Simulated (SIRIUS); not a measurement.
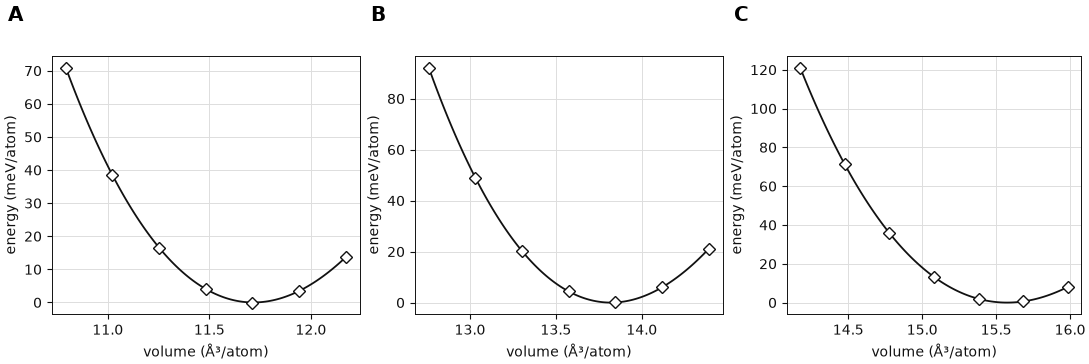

Each panel shows the energy against volume for one of these solids: HfN, Fm-3m (No. 225); Pt, Fm-3m (No. 225); Ru, P6_3/mmc (No. 194).

Method: plane-wave DFT, no spin polarisation; energies at scaled volumes of the given cell, shape and fractions fixed, counted from the fit's minimum, third-order Birch-Murnaghan fit (SIRIUS 7.12.0). Level: PBE.

### Which panel belongs to which solid?

A is HfN (energy from −0.04 meV/atom to 70.95 meV/atom, V0 11.72 Å³/atom, B0 267 GPa); B is Ru (energy from 0.05 meV/atom to 92.17 meV/atom, V0 13.82 Å³/atom, B0 311 GPa); C is Pt (energy from 1 meV/atom to 121 meV/atom, V0 15.57 Å³/atom, B0 252 GPa).

For HfN, limits of the calculation: coarse k mesh.

For Pt, limits of the calculation: coarse k mesh; spin-orbit coupling left out, heavy elements.

For Ru, limits of the calculation: coarse k mesh; shape and atomic fractions are frozen while scaling, which makes layered, chain and framework solids too stiff.
